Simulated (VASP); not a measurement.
SiC

```
Si C
1.0
     3.14046    0.00000    0.00000
     0.00000    0.00000    5.25638
     0.00000   -5.08754    0.00000
Si C
4 4
Direct
  0.00000 0.33291 0.00125
  0.50000 0.83291 0.00125
  0.50000 0.16709 0.50125
  0.00000 0.66709 0.50125
  0.00000 0.33059 0.37675
  0.50000 0.83059 0.37675
  0.50000 0.16941 0.87675
  0.00000 0.66941 0.87675
```

Space group Cmc2₁; a generated structure, not necessarily the stable one; computed pressure about −7 GPa in this cell.

Method: Kohn-Sham DFT of a periodic cell, LDA, VASP PAW LDA potentials, recommended (VASP).

What can the converged valence pseudo-density tell about the bonding?

Si–C (1.88 Å): ρ at the midpoint is about 0.89 e/Å³.

Does the calculation make it a metal, or give it a gap?

It is gapped, with a Kohn–Sham gap of 2.1 eV on the k-point mesh (the band edges may lie off the mesh, which would make the gap smaller).

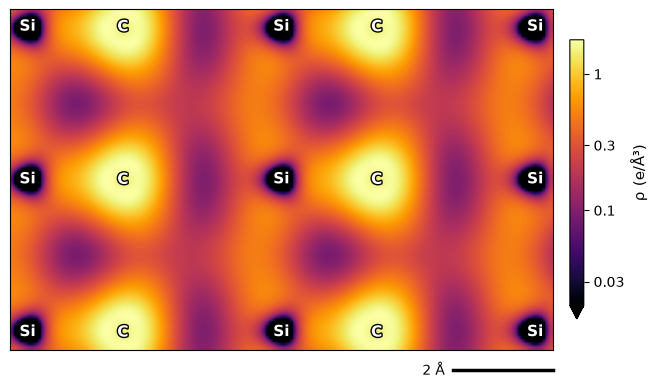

Computed valence pseudo-density on the (11̄0) plane of the conventional cell. Atoms just off the plane (Si, 0.9 Å away and C, 0.9 Å away) can leave unmarked features too.

Core electrons are frozen (PAW), and the valence fields are smoothed inside the atomic spheres.
